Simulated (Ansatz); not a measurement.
# Calculations on Au

**1. Relaxation**

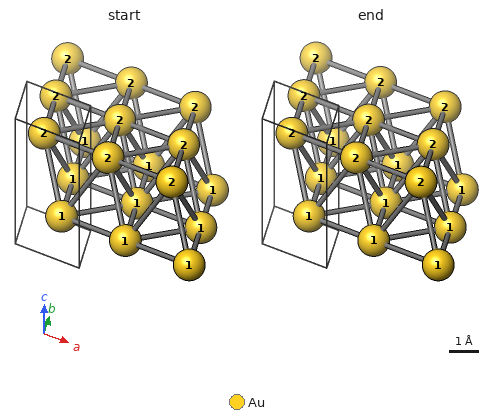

The structure of solid Au (set up in Cmcm) before (left) and after (right) a relaxation, at one scale.

The picture is a ball-and-stick view of the cell of the calculation, repeated 3 × 3 × 1 with one cell outlined, seen from a free direction.

These are results of DFT PBE, scalar-relativistic, plane waves, PAW in Ansatz 0.2.0, not measurements.

Input file:
```yaml
crystal:
  lattice:
    - [1.411309965, -2.555933025, 0.0]
    - [1.411309965, 2.555933025, 0.0]
    - [0.0, 0.0, 4.89316961]
  atoms:
    - { symbol: Au, position: [0.66532797, 0.33467203, 0.25] }
    - { symbol: Au, position: [0.33467203, 0.66532797, 0.75] }
basis:
  ecutwfc: 420
kpoints:
  mp_grid: { grid: [16, 16, 10] }
hamiltonian:
  xc: pbe
scf:
  occupations: { method: gaussian, width: 0.1 }
output:
  forces: true
  stress: true
  eigenvalues: true
relax:
  adjacent_minimum: "off"
  f_tol: 0.005
  max_steps: 80
  cell: { stress_tol: 0.05 }
```

Command:
```bash
ansatz run input.yaml --threads 1 --pin off --max-ram 2560MiB --backend cpu --events-out ev --progress --plain --runs-dir out
```

> What changed between the two?

After 2 accepted moves (4 points after the start) the energy has fallen by 9.0 meV per cell of the calculation. The largest force component goes from 0.015 to 0.0025 eV/Å. The pressure goes from 3.16 to −0.01 GPa. The line search rejected the trial step at point 1 of the run. The SCF was repeated once at an unchanged geometry on a basis and grid sized afresh for the cell, which shifted the energy by 0.2 meV per cell of the calculation at most. The largest moves relative to the cell, 0.007 Å, are those of Au1 and Au2. Au1 goes along [−1 1 0]. The drawn cell changes as follows: a = b 2.920 → 2.943 Å (+0.8 %), c 4.893 → 4.892 Å (0.0 %), γ 122.2° → 121.7°; the volume changes by +2.1 %. Among the contacts that change: Au1–Au1 2.823 → 2.865 Å, Au1–Au1 (another image) 2.920 → 2.943 Å, Au1–Au2 2.954 → 2.970 Å. The space group stays Cmcm (No. 63). Cost: 72 s on 1 thread of Arm Neoverse V2 (shared host), peak memory 0.55 GiB.

**2. Relaxation**

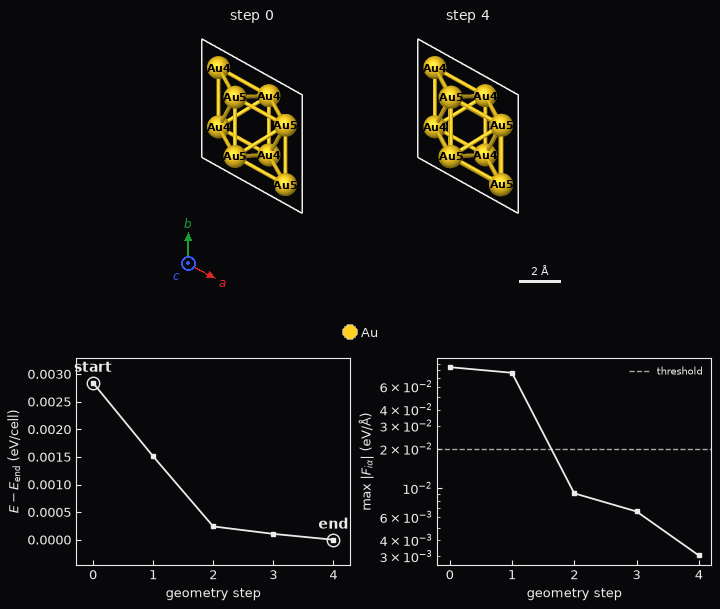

First and last geometry of a relaxation of a slab of composition Au (cut from the Cmcm phase), with the history of the run. The picture is a ball-and-stick view of the 2 × 2 repeat of the cell, outlined in the plane, without the vacuum, seen along the c axis.

Case: (0 0 1) slab, atoms relaxed. The slab is the (0 0 1) face of Au.

Theory: Ansatz, DFT PBE, scalar-relativistic, plane waves, PAW.

The input:
```yaml
crystal:
  lattice:
    - [2.8654213454, 0.0, 0.0]
    - [-1.4327106727, 2.5703810381, 0.0]
    - [0.0, 0.0, 24.7842657769]
  atoms:
    - { symbol: Au, position: [0.6639514438, 0.3279028875, 0.3026113449] }
    - { symbol: Au, position: [0.3360485562, 0.6720971125, 0.4013056725] }
    - { symbol: Au, position: [0.6639514438, 0.3279028875, 0.5] }
    - { symbol: Au, position: [0.3360485562, 0.6720971125, 0.5986943275] }
    - { symbol: Au, position: [0.6639514438, 0.3279028875, 0.6973886551] }
basis:
  ecutwfc: 420
kpoints:
  mp_grid: { grid: [14, 13, 1] }
hamiltonian:
  xc: pbe
scf:
  occupations: { method: gaussian, width: 0.1 }
output:
  forces: true
  eigenvalues: true
relax:
  adjacent_minimum: "off"
  f_tol: 0.02
  max_steps: 60
efield:
  axis: 3
  dipole_correction: true
  ramp_width: 0.04
```

Run as
```bash
ansatz run input.yaml --threads 1 --pin off --max-ram 2560MiB --backend cpu --events-out ev --progress --plain --runs-dir out
```

Read the history and describe the run.

It converged. Au3 moves most relative to the layer's centre: 0.052 Å within the plane. The lattice vectors keep their values. Some distances before and after: Au2–Au3 2.970 → 3.006 Å, Au2–Au3 (another image) 2.971 → 2.941 Å, Au1–Au2 2.970 → 2.998 Å. After 4 geometry steps the energy has fallen by 2.8 meV per cell of the calculation. The largest force component goes from 0.085 to 0.0031 eV/Å.

**3. A change**

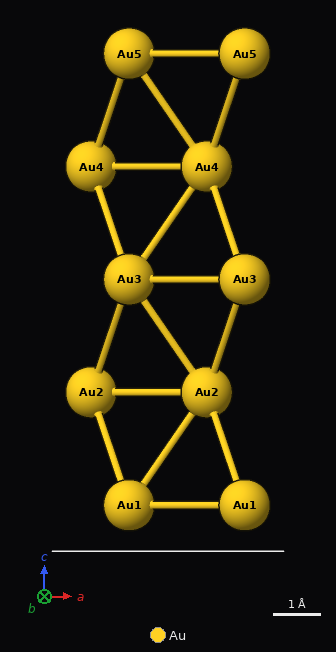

This is a (0 0 1) slab of Au as cut from the relaxed bulk. Style: ball-and-stick. Shown: the 2 × 2 repeat of the cell, outlined in the plane, without the vacuum, along the b axis.

Method: DFT PBE, scalar-relativistic, plane waves, PAW in Ansatz 0.2.0. Set-up: plane-wave cutoff 420 eV; occupations gaussian; smearing width 0.1 eV; no spin polarisation. The k-mesh is chosen for each cell (14×13×7, 14×13×1).

The variant: The atoms of the slab are relaxed at the bulk's in-plane cell.

What is the effect?

Answer. The surface energy (mean of the two faces) falls from 0.69 to 0.69 J/m². The top spacing, between the Au and Au planes, goes from 2.45 to 2.47 Å (+1.1 %), the bottom one (Au to Au) from 2.45 to 2.47 Å (+1.1 %). The cell stays as it was. The atom that moves furthest relative to the layer's centre is Au3 (0.052 Å within the plane). Some distances before and after: Au–Au 2.970 → 2.941 to 3.006 Å.
